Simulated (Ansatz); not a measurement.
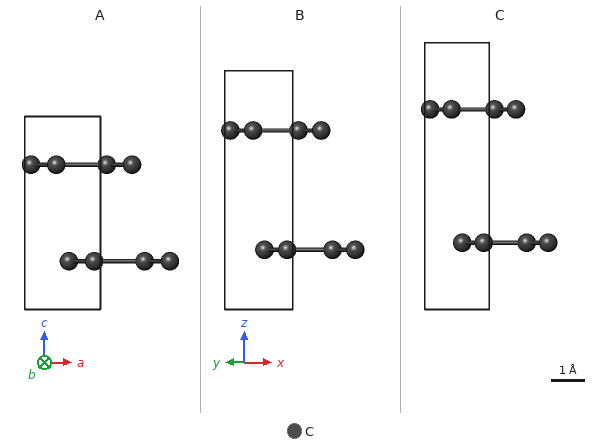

A scan of crystalline C (Fmmm) along one coordinate. x, y and z are the Cartesian axes of the input. The picture is a ball-and-stick view of the cell of the calculation, repeated 1 × 1 × 1 with one cell outlined, repeated 2 × 2 × 1 with one cell outlined, seen along the b axis.

Method: DFT PBE+D3(BJ), scalar-relativistic, plane waves, PAW in Ansatz 0.2.0. Settings: plane-wave cutoff 420 eV; k-point mesh 24 × 24 × 8; occupations gaussian; smearing width 0.15 eV; no spin polarisation. Energies (free energies at the smearing named) are counted from the relaxed crystal.

What is being scanned?

Answer. The ratio of the cell's length along z to its lengths across, counted as 1 for the reference, is changed at fixed volume (a c/a path), with the atoms kept at their fractional coordinates. In the frames the relative ratio is 0.80 (A), 1.10 (B), 1.30 (C). Their energies are 388 meV/atom, 81 meV/atom, 632 meV/atom.
